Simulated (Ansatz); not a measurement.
# Energy of Na along a strain of the cell

System: Na (P-1, 2 atoms in the cell).
Method: DFT, PBE, all-electron PAW with datasets made for the crystal, scalar-relativistic, no spin polarisation (Ansatz 0.2.0).

The 6 runs differ only in the geometry, by a strain of the cell at fixed fractional positions. Against run 4, the strain is εxx = −0.01 η, εxy = η, εxz = η, εyy = −0.01 η, εyz = η and εzz = −0.01 η. The structure derives from an entry of the Crystallography Open Database.

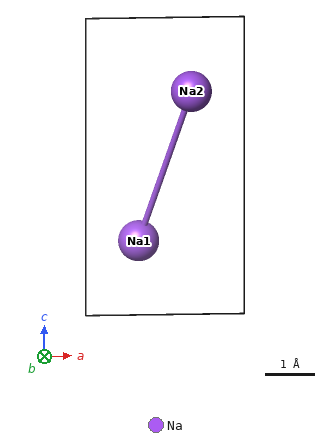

Figure 1. The structure of run 4 (ball-and-stick view of the cell of the calculation, along the b axis; atoms are numbered from 1 in the order of the input).

**Input of run 4**
```yaml
crystal:
  lattice:
    - [3.7670009976, 0.018835005, 0.018835005]
    - [-1.867188906, 3.2529010575, 0.0068940903]
    - [0.03077, 0.03077, 6.154]
  atoms:
    - { symbol: Na, position: [0.3333333333, 0.6666666667, 0.25] }
    - { symbol: Na, position: [0.6666666667, 0.3333333333, 0.75] }
kpoints:
  mp_grid: { grid: [13, 13, 7] }
scf:
  occupations: { method: fermi_dirac, width: 0.05 }
hamiltonian:
  xc: pbe
  pseudopotentials: { kind: all_electron, datasets: crystal }
output:
  forces: true
  stress: true
  eigenvalues: true
  efg: { contact_densities: true }
```

Command:
```bash
ansatz run input.yaml --threads 1 --pin off --max-ram 3072MiB --backend cpu --events-out ev --progress --plain --runs-dir out
```

Run 2 differs from it as follows:
```diff
-    - [3.7670009976, 0.018835005, 0.018835005]
-    - [-1.867188906, 3.2529010575, 0.0068940903]
-    - [0.03077, 0.03077, 6.154]
+    - [3.7670009976, -0.03767001, -0.03767001]
+    - [-1.9161236844, 3.281153565, -0.0137881806]
+    - [-0.06154, -0.06154, 6.154]
```

**Results, with one run withheld**

| run | strain parameter η (%) | free energy per atom, from the lowest run given (meV) | pressure (GPa) |
| --- | --- | --- | --- |
| 1 | −1.9901 | 0.99 | −0.13 |
| 2 | −1.4926 | ? | ? |
| 3 | −0.9951 | 0.00 | −0.14 |
| 4 | 0.0000 | 0.00 | −0.14 |
| 5 | 0.4975 | 0.40 | −0.13 |
| 6 | 0.9951 | 1.01 | −0.13 |

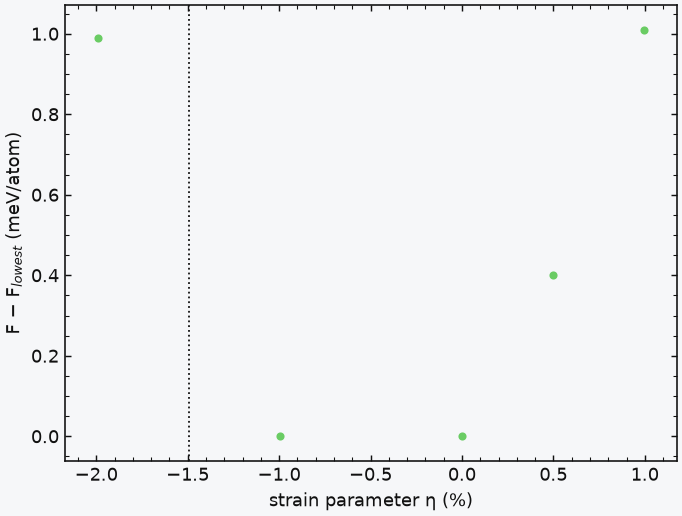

Figure 2. Free energy per atom of the runs given; the dotted line marks run 2.

Estimate the energy of run 2 from the others.

A cubic polynomial in the coordinate, fitted to the 5 runs given, misses them by at most 0.01 meV per atom. With x = η + 0.2985, it reads F = −0.098631 + 0.21478 x + 0.50246 x² − 0.0030643 x³ (meV per atom). At run 2 it gives 0.37 meV per atom, and the run itself gives 0.40. The fit has its minimum at η = −0.5118 %.

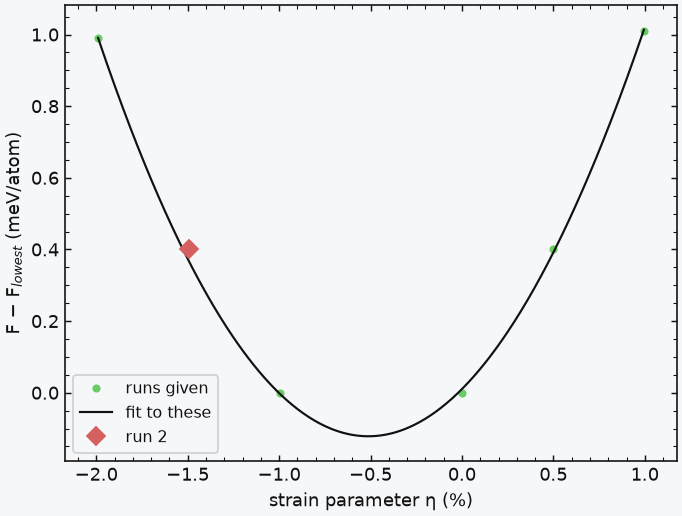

Figure 3. The fit and the withheld run.

**Output, shortened to warnings, some set-up lines, iterations and results (run 2)**
```
Basis set: ecut = 160 eV, 345 PW (Γ), exchange–correlation on 32×32×54 points (8 copies of the dense FFT grid, shifted against one another)
Symmetry: 2 space group operations
k-points: 592 of 1183
Initial density: superposition of atomic densities (neutral atoms: chi_scale 0, normalization atom)
[...]
SCF iter   1: F=—  HF=-8840.158669 eV  |F-HF|=—  |Δ(HF+E_count)|=         —  Δρ=3.49e-3  dr2=1.89e-2  ethr=1.07e-4  ⟨swp⟩=5.1  Hψ=53321  notcnv=1
SCF iter   2: F=—  HF=-8840.146574 eV  |F-HF|=—  |Δ(HF+E_count)|=   1.21e-2  Δρ=2.63e-3  dr2=1.07e-2  ethr=1.05e-4  ⟨swp⟩=2.5  Hψ=15746  notcnv=0
SCF iter   3: F=—  HF=-8840.148678 eV  |F-HF|=—  |Δ(HF+E_count)|=   2.10e-3  Δρ=5.96e-4  dr2=5.51e-4  ethr=3.06e-6  ⟨swp⟩=2.0  Hψ=63402  notcnv=0  defer=12
SCF iter   4: F=—  HF=-8840.148686 eV  |F-HF|=—  |Δ(HF+E_count)|=   7.40e-6  Δρ=1.53e-4  dr2=3.41e-5  ethr=3.06e-6  ⟨swp⟩=2.0  Hψ=13207  notcnv=0
SCF iter   5: F=—  HF=-8840.148653 eV  |F-HF|=—  |Δ(HF+E_count)|=   3.29e-5  Δρ=5.28e-5  dr2=3.01e-6  ethr=1.89e-7  ⟨swp⟩=3.0  Hψ=15534  notcnv=0
SCF iter   6: F=—  HF=-8840.148647 eV  |F-HF|=—  |Δ(HF+E_count)|=   5.76e-6  Δρ=3.60e-5  dr2=1.99e-6  ethr=1.67e-8  ⟨swp⟩=4.0  Hψ=20391  notcnv=0
SCF iter   7: F=—  HF=-8840.148648 eV  |F-HF|=—  |Δ(HF+E_count)|=   8.63e-7  Δρ=1.27e-5  dr2=2.72e-7  ethr=1.11e-8  ⟨swp⟩=2.9  Hψ=13900  notcnv=0
SCF iter   8: F=-8840.148648 eV  HF=-8840.148648 eV  |F-HF|=5.77e-9  |Δ(HF+E_count)|=   6.50e-8  Δρ=2.45e-6  dr2=7.25e-9  ethr=1.51e-9  ⟨swp⟩=2.9  Hψ=13910  notcnv=0
SCF 1 converged in 8 iterations: F = -8840.148649 eV  dr2 = 7.25e-9
  Residual-converged pass: ⟨swp⟩=4.0  Hψ=20822  notcnv=0  max |occ|·‖R‖ = 5.2e-6 eV (tolerance 5.3e-6 eV)  dr2=7.14e-9  dr2_onsite=7.09e-10  max |Δocc| = 1.9e-9
SCF converged after 8 iterations
Free energy (F): -8840.148649 eV
Harris-Foulkes:  -8840.148649 eV  (|F-HF|=5.77e-9)
Internal energy: -8840.140218 eV  (E = F + TS)
E sigma→0 (E₀):  -8840.144433 eV
Entropy (-TS):   -0.008432 eV (-4.216 meV/atom)
Past the cutoff: the bands carry plane waves up to 1.75 times it, of which those up to 1.5 times it add -0.000470 eV an atom, each by itself; the spheres take 0.000705 eV an atom off the energy for waves past 1.75 times it
By the cutoff:   a pressure is off by up to 0.008 GPa (1.2 times the spheres' own share and the shells' term, over an atom's volume, and 0.004 GPa: a bound that held against runs at twice the plane waves)
Past the cutoffs: a stress includes 0.0014 GPa for waves and charges beyond them, in addition to the slope of what the spheres take
In the spheres:  the bands' charges fall short by 4.2e-6 e at most (sound up to 1e-3)
Fermi energy:    1.509575 eV
--- Per-component energies (eV) ---
  E_band       = -486.499916
  E_kinetic    = 32.333044
  E_local      = -1610.407883  (includes V_loc(G=0)·N_el)
  E_nonlocal   = -862.692564
  E_hartree    = 723.301848
  E_xc         = -16.101185
  E_vxc        = -20.856792  (∫ρ·V_xc dr)
  E_paw        = -9639.161878  (= ΣΔE_a)
  E_vpaw       = -3007.742749  (= ΣTr[D̂ρ^β])
  E_ewald      = -1003.674959
  E_smearing   = -0.008432  (= −TS)
  E_closure    = 3536.263359  (closes the sum)
  Σ components = -8840.148649   (vs F -8840.148649, Δ=0.00e0)
  The terms above E_closure are by the made datasets' own strengths, without shells solved beside the bands.
--- Forces (eV/Å), atoms counted from 1 ---
  atom   1  Na     0.00766119    -0.00003288     0.00071844
  atom   2  Na    -0.00766119     0.00003288    -0.00071844
  max |Σ_I F_I| component: 0.00e0 eV/Å
--- Stress (GPa, compression-positive) ---
       -0.169928       0.067354       0.073873
        0.067354      -0.170994       0.074625
        0.073873       0.074625      -0.062484
  P = ⅓ Tr σ = -0.1345 GPa (-1.345 kbar)
--- PAW observables at the nuclei: V_zz in 10²¹ V/m², potentials from the cell's mean, atoms counted from 1 ---
  atom   1  Na V_zz =    +0.022911   η = 0.9242   by run symmetry: allowed
            electrostatic potential = -971.391779 V   contact ρ = 5909.618030 e/Å³
  atom   2  Na V_zz =    +0.022911   η = 0.9242   by run symmetry: allowed
            electrostatic potential = -971.391779 V   contact ρ = 5909.618030 e/Å³
```
